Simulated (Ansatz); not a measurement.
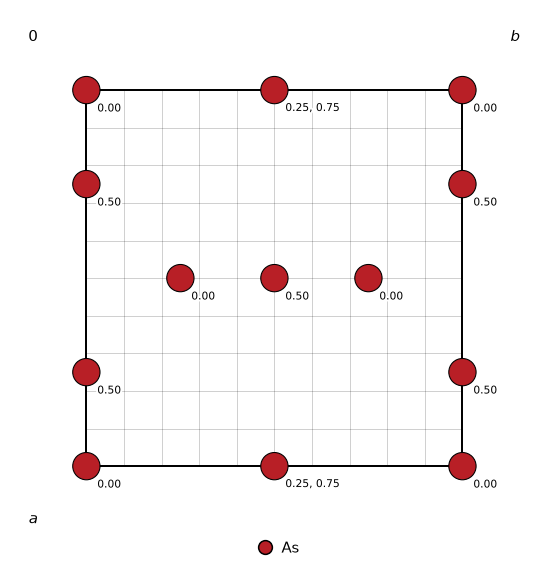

Plan of a unit cell projected along c (a down the page, b across); the numbers are heights as fractions of c, and atoms on the cell's edges are repeated. The grid marks tenths of a and b. Source: the input geometry of an electronic-structure calculation (not necessarily at equilibrium); the starting structure was generated, so it need not be a known form of this composition. Symmetry computed with spglib at a tolerance of 0.002 Å; standard conventional cell.

a = 5.582 Å, b = 5.582 Å, c = 5.582 Å, α = 90.00°, β = 90.00°, γ = 90.00°.

> What does the cell contain?

8 As: As, Z = 8.

> Give the fractional coordinates of all atoms, to two places.

```json
{"atom": "As", "x": "0.00", "y": "0.00", "z": "0.00"}
{"atom": "As", "x": "0.50", "y": "0.50", "z": "0.50"}
{"atom": "As", "x": "0.25", "y": "0.00", "z": "0.50"}
{"atom": "As", "x": "0.75", "y": "0.00", "z": "0.50"}
{"atom": "As", "x": "0.50", "y": "0.25", "z": "0.00"}
{"atom": "As", "x": "0.50", "y": "0.75", "z": "0.00"}
{"atom": "As", "x": "0.00", "y": "0.50", "z": "0.25"}
{"atom": "As", "x": "0.00", "y": "0.50", "z": "0.75"}
```
